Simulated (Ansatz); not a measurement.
# Nudged elastic band of Si8O15 (part 3 of 3)

The same run, continued: Si8O15 (defect cell, 23 atoms in the cell); DFT PBE-D3(BJ), scalar-relativistic, plane waves, PAW, PAW set soft_1, no spin polarisation (Ansatz 0.2.0); cutoff 420 eV, 2×2×2 k-mesh, Fermi–Dirac smearing of 0.05 eV. The structure derives from an entry of the Crystallography Open Database. It belongs to a series of runs on one base structure; here: band between the two ends.

Geometry of the input (Å; fractional positions):
```
-4.2244  -4.2244  0.0000
4.2244  -4.2244  0.0000
0.0000  0.0000  5.3792
Si 0.5014  0.4998  0.0014
Si -0.0014  0.4998  0.2522
O  0.1927  0.4998  0.0014
O  -0.0062  0.1931  0.2534
O  0.8064  0.4998  0.0014
O  -0.0062  0.8066  0.2534
Si 0.5004  0.4998  0.5014
Si -0.0014  0.4998  0.7506
O  0.1926  0.4998  0.5014
O  -0.0062  0.1931  0.7494
O  0.8062  0.4998  0.5014
O  -0.0062  0.8066  0.7494
Si -0.0004  -0.0002  0.0014
Si 0.5056  -0.0002  0.2604
O  0.6954  -0.0002  0.0014
O  0.5012  0.6929  0.2533
O  0.3072  -0.0002  0.0014
O  0.5012  0.3067  0.2533
Si 0.0035  -0.0002  0.5014
Si 0.5056  -0.0002  0.7423
O  0.5012  0.6929  0.7495
O  0.2993  -0.0002  0.5013
O  0.5012  0.3067  0.7495
```

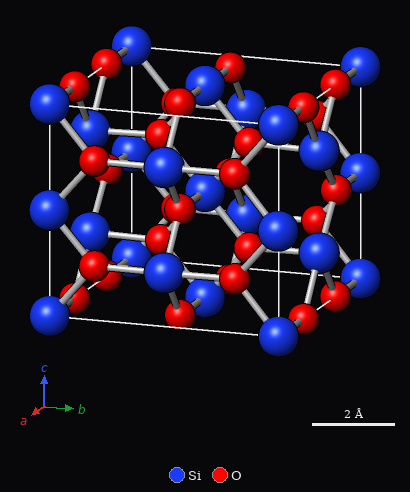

Fig. 1: The input geometry (ball-and-stick view of the cell of the calculation, seen slightly off an axis). An atom can appear more than once, as a periodic image.

Output, continued
```
  k-point 0: bands = ["-13.1575", "-11.6154", "-11.2556", "-10.7523", "-10.3341", "-10.0135", "-9.7199", "-9.5196", "-9.4449", "-9.2054", "-9.0879", "-9.0419", "-8.5861", "-8.3619", "-8.2326", "-1.6472", "-1.5655", "-0.2901", "-0.0241", "0.5507", "1.5975", "1.8265", "1.8281", "2.3636", "2.5407", "2.5627", "2.6871", "2.8763", "3.1317", "3.4197", "3.4561", "3.5800", "3.8406", "4.2754", "4.4513", "4.6540", "4.9166", "5.0543", "5.2084", "5.2313", "5.2485", "6.0269", "6.0340", "6.3636", "6.4777", "6.6961", "6.7192", "6.7857", "7.0775", "7.0958", "7.1305", "7.4507", "7.5819", "7.6384", "7.6675", "7.8354", "8.1789", "8.3148", "8.6521", "9.2732", "12.1242", "14.1405", "15.0831", "15.6350", "16.5934", "17.0758", "17.2350", "17.2549", "18.0061", "18.2377", "18.4514", "18.6361", "18.7255", "19.4594", "20.1360", "20.2132", "20.4488", "20.5449", "20.9667", "21.2797", "21.4487", "21.4985", "21.9425", "22.0416"]
  k-point 1: bands = ["-12.8876", "-11.7565", "-11.0664", "-10.8030", "-10.7484", "-10.4394", "-9.7945", "-9.2051", "-9.0492", "-8.9756", "-8.9741", "-8.8407", "-8.8369", "-8.7964", "-8.5294", "-1.7155", "-0.3377", "-0.3094", "0.2412", "0.4543", "1.7441", "2.0969", "2.1099", "2.5801", "2.7109", "3.2093", "3.2492", "3.2715", "3.7354", "3.7846", "3.8631", "3.8930", "4.0203", "4.0362", "4.0698", "4.3709", "4.5175", "4.5437", "4.6752", "4.6860", "4.8146", "4.9921", "5.2488", "5.2840", "5.3650", "5.4086", "5.4229", "6.9946", "7.0460", "7.1522", "7.1950", "7.6945", "7.8956", "7.9747", "8.0681", "8.1394", "8.3443", "8.4633", "8.5021", "8.9536", "13.1804", "14.5296", "15.3421", "16.1368", "16.5049", "16.8774", "17.1796", "17.6653", "18.6711", "18.9162", "19.3898", "19.4196", "20.2901", "20.3699", "20.4041", "20.5906", "20.8235", "20.9111", "21.0299", "21.2382", "21.5522", "21.8732", "22.0459", "22.0719"]
  k-point 2: bands = ["-12.9441", "-11.9837", "-11.0741", "-10.7441", "-10.3529", "-10.3272", "-9.8670", "-9.7285", "-9.4132", "-9.2161", "-8.7687", "-8.7178", "-8.4303", "-8.3651", "-8.3646", "-1.1397", "-0.8432", "-0.5919", "-0.2512", "0.6168", "1.0736", "1.8833", "2.0007", "2.0980", "2.2216", "2.2696", "2.3006", "2.4603", "2.8189", "3.0037", "3.2437", "3.4025", "3.7656", "4.4188", "4.7734", "4.9406", "5.2221", "5.2527", "5.5076", "5.8271", "5.9619", "6.1665", "6.2062", "6.5235", "6.6122", "6.6897", "6.8138", "6.9443", "7.1440", "7.1471", "7.2460", "7.3478", "7.3602", "7.5451", "7.6280", "7.6561", "7.7696", "8.0435", "8.3315", "8.9040", "12.5303", "14.3395", "15.7496", "16.0575", "16.9578", "17.1209", "17.3751", "17.5258", "17.9017", "18.0120", "18.4057", "18.5232", "18.8662", "19.3107", "19.3907", "19.4134", "19.8109", "20.2623", "20.9516", "21.2269", "21.4122", "21.5593", "21.7931", "21.8295"]
  k-point 7: bands = ["-12.5812", "-11.3882", "-11.3669", "-10.9418", "-10.7348", "-10.7098", "-10.5761", "-9.8119", "-9.5512", "-8.8938", "-8.4872", "-8.4549", "-8.3985", "-8.3717", "-8.2417", "-0.7124", "0.2399", "0.6266", "0.7754", "0.9283", "1.0379", "1.1027", "1.2134", "1.3068", "1.9264", "2.0589", "2.1619", "2.4286", "2.5113", "2.6227", "3.0623", "4.3072", "4.3266", "4.3274", "4.3488", "4.6385", "5.2369", "5.3907", "5.4906", "5.6519", "5.9126", "5.9718", "6.1557", "6.1899", "6.2955", "6.3943", "6.4427", "6.4814", "6.5594", "6.5962", "6.6902", "7.3665", "7.4243", "7.6790", "7.8708", "7.9505", "8.1471", "8.2672", "8.3635", "8.5215", "13.5338", "13.7097", "15.2699", "17.0740", "17.6706", "18.2118", "18.4332", "18.4377", "18.5096", "18.5339", "18.6546", "18.7796", "19.1360", "19.9318", "20.0622", "20.1423", "20.3581", "20.3898", "20.3998", "20.7805", "20.9711", "21.5571", "21.7307", "21.7861"]
this run last wrote the band of iteration 25 to [file]; this run last wrote the band within `neb.f_tol` of iteration 24 to [file]
--- NEB band (7 images, 25 band iterations, 950 SCF iterations) ---
  forward barrier  = 5.147435 eV
  backward barrier = 5.147456 eV
  lagrangian_above_aufbau_ev (what the smearing adds, to first order; not taken off the barriers): saddle image -0.001375 eV, end points -0.000000 and -0.000000 eV
  climbing image's point = a first-order saddle point (lowest curvatures found: -19.18 and 0.44 eV/Å²)
  energies are F+E_penalty+E_count in eV, relative to image 0
  image     s (Å)  Δ vs image 0  max|band force component| (eV/Å)
      0    0.0000      0.000000                                 —
      1    0.5413      0.080299                          6.384e-4
      2    1.0828      2.362389                          1.385e-2
  *   3    1.6242      5.147435                          2.520e-2
      4    2.1642      2.371956                          1.321e-2
      5    2.7042      0.082589                          6.595e-4
      6    3.2442     -0.000021                                 —
  saddle-point geometry (image 3):
  cell:  # Å, volume = 191.9896 Å³
    - [-4.2244, -4.2244, 0.0]
    - [4.2244, -4.2244, 0.0]
    - [0.0, 0.0, 5.3792]
  atoms:
    - { symbol: Si, position: [0.4996955602717382, 0.49965615911702943, 0.0006830450326108763] }
    - { symbol: Si, position: [-0.0002915162755440792, 0.4999599450788034, 0.24672132570959943] }
    - { symbol: O, position: [0.19612143976640456, 0.5002608108189812, 0.0006804015329024573] }
    - { symbol: O, position: [-0.00025950275592405425, 0.19846576152604856, 0.23682509201063306] }
    - { symbol: O, position: [0.8032822588641833, 0.500261391498805, 0.0006825147835828191] }
    - { symbol: O, position: [-0.00025833434328004223, 0.8015261889906062, 0.2369970050362465] }
    - { symbol: Si, position: [0.49969728703629923, 0.49892798695389773, 0.5006794039238573] }
    - { symbol: Si, position: [-0.0002926375776610701, 0.4999614735255361, 0.7546412668076977] }
    - { symbol: O, position: [0.19375963912335759, 0.49990216161508305, 0.5006819074136147] }
    - { symbol: O, position: [-0.00026238859121764657, 0.19846649597096572, 0.7645374086924708] }
    - { symbol: O, position: [0.8056446282948568, 0.49990249795304914, 0.5006799037321058] }
    - { symbol: O, position: [-0.0002612597689264362, 0.8015261128562478, 0.7643651587374678] }
    - { symbol: Si, position: [-0.0002905156514297647, -3.945752894706807e-5, 0.0006807618274038437] }
    - { symbol: Si, position: [0.4996757772299638, -0.0016917909480308468, 0.22053708705924388] }
    - { symbol: O, position: [0.6965869353321427, -0.0002568302021319635, 0.0006871547055233891] }
    - { symbol: O, position: [0.4996902600637334, 0.6939669054607895, 0.2443953234216038] }
    - { symbol: O, position: [0.3028118792363719, -0.0002559189351712121, 0.0006716455224200065] }
    - { symbol: O, position: [0.49969029199331894, 0.30638041541702543, 0.24371448757671713] }
    - { symbol: Si, position: [-0.0005176590189634201, 1.3726517675846238e-5, 0.5006814123152923] }
    - { symbol: Si, position: [0.4996947530279712, -0.0016770023325571592, 0.7808218624927363] }
    - { symbol: O, position: [0.49969518005247, 0.6939693209506079, 0.7569658439587721] }
    - { symbol: O, position: [0.4998432221914318, 0.0021843814011717755, 0.5007182642872795] }
    - { symbol: O, position: [0.4996952064987028, 0.30637521929451406, 0.75764847842022] }
```

The last band as extended XYZ (Å, eV, eV/Å)
```
23
Lattice="-4.2244 -4.2244 0.0000 4.2244 -4.2244 0.0000 0.0000 0.0000 5.3792" Properties=species:S:1:pos:R:3:forces:R:3 image=0 energy=-13622.18893
Si   -0.0066   -4.2295    0.0073   -0.0001   0.0010  -0.0001
Si    2.1173   -2.1055    1.3564   -0.0002   0.0002  -0.0011
O     1.2975   -2.9253    0.0074    0.0034   0.0037   0.0000
O     0.8417   -0.7895    1.3630    0.0015   0.0008   0.0006
O    -1.2951   -5.5178    0.0073   -0.0008  -0.0009   0.0003
O     3.4333   -3.3811    1.3630    0.0001   0.0019   0.0007
Si   -0.0027   -4.2254    2.6969    0.0000  -0.0003   0.0000
Si    2.1173   -2.1055    4.0375    0.0004   0.0000   0.0010
O     1.2980   -2.9249    2.6969   -0.0014  -0.0007   0.0003
O     0.8417   -0.7895    4.0309    0.0014   0.0003  -0.0008
O    -1.2945   -5.5173    2.6969   -0.0043  -0.0034   0.0007
O     3.4333   -3.3811    4.0310    0.0002   0.0018  -0.0008
Si    0.0011    0.0027    0.0074   -0.0014  -0.0019  -0.0011
Si   -2.1365   -2.1350    1.4005   -0.0078  -0.0075  -0.0041
O    -2.9384   -2.9368    0.0073   -0.0008  -0.0007   0.0002
O     0.8096   -5.0445    1.3623   -0.0021   0.0031  -0.0020
O    -1.2985   -1.2968    0.0073    0.0004   0.0004  -0.0002
O    -0.8217   -3.4132    1.3623    0.0033  -0.0020  -0.0016
Si   -0.0158   -0.0140    2.6970    0.0168   0.0141  -0.0011
Si   -2.1367   -2.1351    3.9931   -0.0068  -0.0074   0.0049
O     0.8096   -5.0445    4.0316   -0.0013   0.0024   0.0016
O    -1.2651   -1.2634    2.6969   -0.0026  -0.0031   0.0014
O    -0.8216   -3.4131    4.0316    0.0019  -0.0019   0.0012
23
Lattice="-4.2244 -4.2244 0.0000 4.2244 -4.2244 0.0000 0.0000 0.0000 5.3792" Properties=species:S:1:pos:R:3:forces:R:3 image=2 energy=-13619.82654
Si    0.0051   -4.2170    0.0049   -0.0896  -0.1019   0.0003
Si    2.1156   -2.1083    1.3379   -0.1268  -0.1273   0.1226
O     1.2948   -2.9309    0.0049   -0.0264  -0.0182  -0.0004
O     0.8066   -0.8439    1.3152   -0.5902  -0.2407   0.5185
O    -1.2867   -5.5130    0.0049   -0.2447  -0.2429  -0.0008
O     3.3798   -3.4179    1.3161   -0.2470  -0.5942   0.5190
Si    0.0045   -4.2123    2.6945   -0.0559  -0.0808  -0.0004
Si    2.1156   -2.1083    4.0511   -0.1267  -0.1273  -0.1225
O     1.2977   -2.9254    2.6945   -0.1016  -0.0989   0.0004
O     0.8065   -0.8439    4.0739   -0.5884  -0.2426  -0.5189
O    -1.2892   -5.5124    2.6945   -0.1228  -0.1227   0.0007
O     3.3798   -3.4179    4.0729   -0.2490  -0.5923  -0.5193
Si   -0.0228   -0.0221    0.0049   -0.4700  -0.4698   0.0005
Si   -2.1630   -2.1527    1.2386   -0.7426  -0.7966   0.6716
O    -2.9633   -2.9602    0.0050   -0.4186  -0.4149  -0.0001
O     0.8144   -5.0421    1.3210   -0.2409  -0.1565   0.0674
O    -1.3045   -1.3018    0.0048   -0.4715  -0.4684   0.0000
O    -0.8181   -3.4107    1.3179   -0.1773  -0.2341   0.0765
Si    0.1962    0.1967    2.6945    2.3681   2.3721   0.0009
Si   -2.1631   -2.1528    4.1502   -0.7419  -0.7961  -0.6798
O     0.8144   -5.0421    4.0680   -0.2404  -0.1567  -0.0682
O    -1.7922   -1.8056    2.6944    3.8818   3.9444   0.0095
O    -0.8181   -3.4107    4.0711   -0.1776  -0.2335  -0.0773
23
Lattice="-4.2244 -4.2244 0.0000 4.2244 -4.2244 0.0000 0.0000 0.0000 5.3792" Properties=species:S:1:pos:R:3:forces:R:3 image=4 energy=-13619.81697
Si   -0.0046   -4.2273    0.0025    0.1000   0.0883   0.0000
Si    2.1109   -2.1135    1.3354    0.1284   0.1281   0.1225
O     1.2913   -2.9355    0.0025    0.2441   0.2458  -0.0011
O     0.8465   -0.8047    1.3125    0.2457   0.5950   0.5184
O    -1.2907   -5.5171    0.0025    0.0184   0.0266  -0.0006
O     3.4203   -3.3777    1.3135    0.5991   0.2522   0.5187
Si   -0.0093   -4.2266    2.6921    0.0800   0.0557  -0.0003
Si    2.1109   -2.1135    4.0487    0.1283   0.1280  -0.1225
O     1.2907   -2.9331    2.6920    0.1239   0.1239   0.0010
O     0.8465   -0.8046    4.0716    0.2477   0.5926  -0.5193
O    -1.2963   -5.5199    2.6920    0.0993   0.1020   0.0005
O     3.4204   -3.3778    4.0706    0.5966   0.2542  -0.5196
Si    0.0246    0.0248    0.0024    0.4712   0.4712   0.0005
Si   -2.0687   -2.0590    1.2362    0.7986   0.7442   0.6748
O    -2.9198   -2.9177    0.0025    0.4672   0.4704   0.0003
O     0.8205   -5.0365    1.3186    0.1550   0.2398   0.0675
O    -1.2614   -1.2589    0.0024    0.4145   0.4181  -0.0002
O    -0.8109   -3.4040    1.3154    0.2330   0.1757   0.0768
Si   -0.1925   -0.1926    2.6920   -2.3881  -2.3845   0.0003
Si   -2.0688   -2.0591    4.1479    0.7973   0.7428  -0.6811
O     0.8205   -5.0366    4.0655    0.1550   0.2397  -0.0682
O    -2.4159   -2.4298    2.6919   -3.9482  -3.8856   0.0091
O    -0.8109   -3.4040    4.0687    0.2330   0.1757  -0.0775
23
Lattice="-4.2244 -4.2244 0.0000 4.2244 -4.2244 0.0000 0.0000 0.0000 5.3792" Properties=species:S:1:pos:R:3:forces:R:3 image=6 energy=-13622.18895
Si    0.0084   -4.2160    0.0000    0.0021   0.0021   0.0000
Si    2.1087   -2.1157    1.3490   -0.0017  -0.0017   0.0009
O     1.2967   -2.9277    0.0000    0.0022   0.0022   0.0000
O     0.7926   -0.8402    1.3556    0.0026   0.0008   0.0008
O    -1.2959   -5.5203    0.0000    0.0006   0.0006   0.0000
O     3.3842   -3.4318    1.3556    0.0008   0.0026   0.0008
Si    0.0041   -4.2203    2.6896    0.0034   0.0034   0.0000
Si    2.1087   -2.1157    4.0302   -0.0017  -0.0017  -0.0009
O     1.2963   -2.9281    2.6896    0.0023   0.0023   0.0000
O     0.7926   -0.8402    4.0236    0.0026   0.0008  -0.0008
O    -1.2962   -5.5206    2.6896    0.0002   0.0002   0.0000
O     3.3842   -3.4318    4.0236    0.0008   0.0026  -0.0008
Si    0.0015    0.0015    0.0000   -0.0084  -0.0084   0.0000
Si   -2.0858   -2.0858    1.3932    0.0010   0.0010   0.0006
O    -2.9242   -2.9242    0.0000    0.0015   0.0015   0.0000
O     0.8235   -5.0321    1.3549   -0.0034  -0.0001  -0.0003
O    -1.2841   -1.2841    0.0000   -0.0007  -0.0007   0.0000
O    -0.8077   -3.4009    1.3549   -0.0001  -0.0034  -0.0003
Si    0.0162    0.0162    2.6896   -0.0018  -0.0018   0.0000
Si   -2.0858   -2.0858    3.9860    0.0010   0.0010  -0.0006
O     0.8235   -5.0321    4.0243   -0.0034  -0.0001   0.0003
O    -2.9575   -2.9575    2.6896    0.0002   0.0002   0.0000
O    -0.8077   -3.4009    4.0243   -0.0001  -0.0034   0.0003
```

Results in brief

- outcome: converged
- barrier, forward: 5.147 eV
- barrier, backward: 5.147 eV
- electrons treated: 122
- hardware: 1 thread of Arm Neoverse V2, 24 GiB of memory available, shared host
- wall time: 14 min
- peak memory: 0.74 GiB

Remarks

The k-point mesh is coarse for a cell of this size, so the results may not be converged.
